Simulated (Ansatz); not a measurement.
The cell of GeO$_{2}$ in space group P4_2/mnm. Origin of the cell: the end point of a relaxation with Ansatz 0.2.0, DFT PBE, scalar-relativistic, plane waves, PAW.

```xyz
6
Lattice="4.4876 0.0000 0.0000 0.0000 4.4876 0.0000 0.0000 0.0000 2.9049" Properties=species:S:1:pos:R:3 pbc="T T T"
Ge    0.0000    0.0000    0.0000
Ge    2.2438    2.2438    1.4525
O     1.3783    1.3783    0.0000
O     0.8655    3.6221    1.4525
O     3.1093    3.1093    0.0000
O     3.6221    0.8655    1.4525
```

Bond valence s = exp((R0 − d)/b), R0 fitted to published crystal structures with b = 0.37 Å, summed over all anions within 5 Å; R0 in Å: Ge4+–O 1.738.

> Calculate the bond-valence sums (anions within 5 Å).

| site | x, y, z | formal valence | bond-valence sum | difference |
| --- | --- | --- | --- | --- |
| Ge1 | 0.000, 0.000, 0.000 | +4 | 3.82 | -0.18 |
| O1 | 0.307, 0.307, 0.000 | −2 | 1.91 | -0.09 |

The global instability index (root mean square of the differences over all atoms) is 0.13 v.u.: moderate strain, common in real structures. Cells relaxed with PBE tend to have slightly long bonds, which lowers the sums.

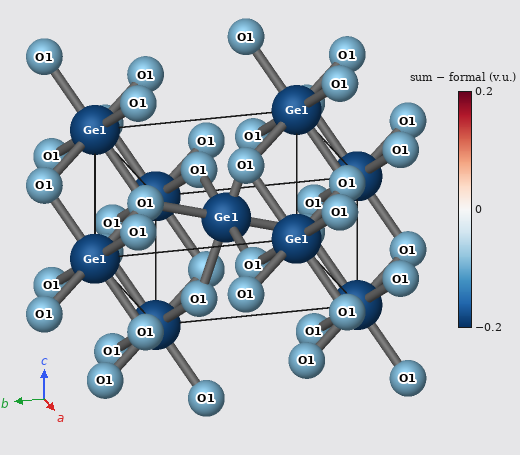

Atoms coloured by sum less the size of the formal valence, view from a free direction.
